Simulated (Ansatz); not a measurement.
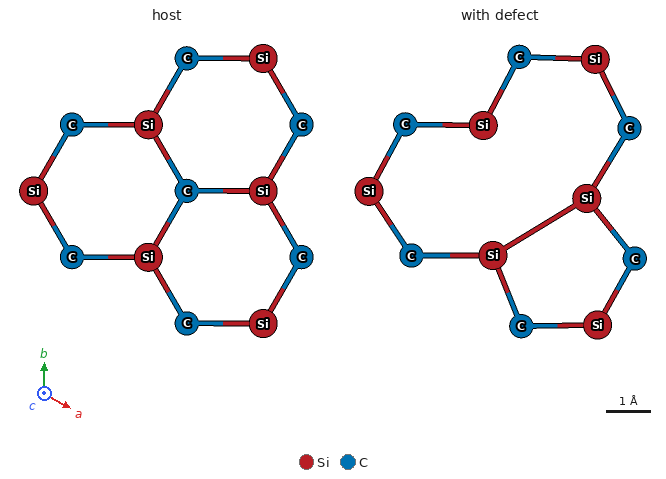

Left: perfect SiC. Right: the same region with one point defect, after relaxing the atoms in a supercell of 96 sites. Style: ball-and-stick. Shown: the atoms within 4.6 Å of one point, in a slice 3.4 Å thick across the line of sight, along the c axis.

These are results of DFT, PBEsol, PAW, plane waves in Ansatz, not measurements. Set-up: plane-wave cutoff 420 eV; k-point mesh 1 × 1 × 1; mesh shifted by (0.25, 0.25, 0.25); collinear spin. Fermi-Dirac smearing of 0.01 eV. A uniform background neutralises the charged cell. The axes drawn are those of the host's conventional cell.

Which defect is it?

A carbon atom is taken out (a vacancy).

The charge state of the cell is −1.

What does the relaxation do around it?

Around the empty C site the host had 4 Si at 1.88 to 1.89 Å; after relaxation the nearest atoms are 4 Si at 1.70 to 1.85 Å. Of the host's atoms, a silicon atom moves furthest from its site, by 0.28 Å. The cell's net moment is 1.00 μB.

Limits of the set-up: the cell is charged, on a uniform background, and energies carry no finite-size correction.
